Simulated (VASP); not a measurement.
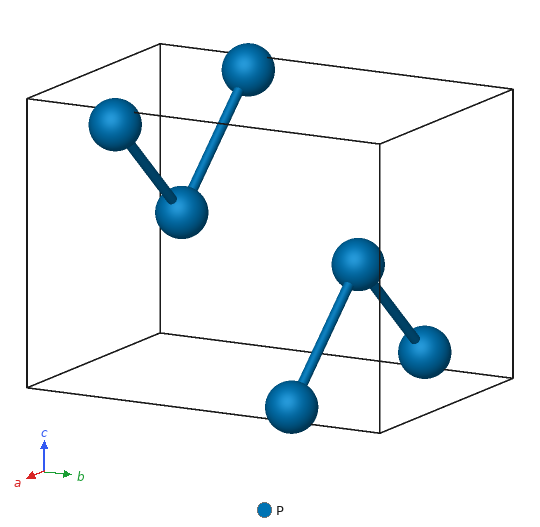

P, space group Imma (No. 74), a = 3.393 Å, b = 5.025 Å, c = 3.694 Å, α = 90.00°, β = 90.00°, γ = 90.00°

| site | Wyckoff | x | y | z |
| --- | --- | --- | --- | --- |
| P | 4e | 0.0000 | 0.2500 | 0.9491 |

Source: coordinates from a relaxation with VASP 6.6.1, VASP Kohn-Sham DFT of a periodic cell, r2SCAN with rVV10, VASP PAW PBE potentials, recommended.

> How is the cell volume shared among the sites in a plain Voronoi partition?

```json
{"site": "P", "faces above 1 % of the sphere": "8", "volume (Å³)": "15.75", "solid angle by neighbour (%)": "P 100"}
```

Weighted by multiplicity the volumes add up to the cell volume, 63.0 Å³.

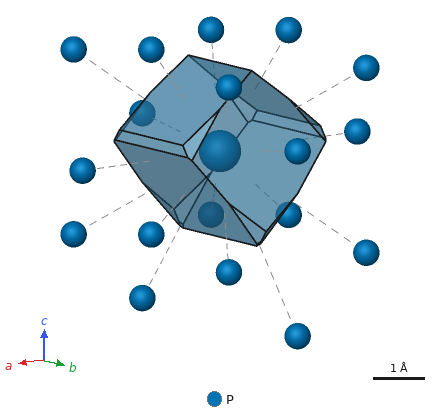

The computed Voronoi cell of P, with the neighbours that bound it.
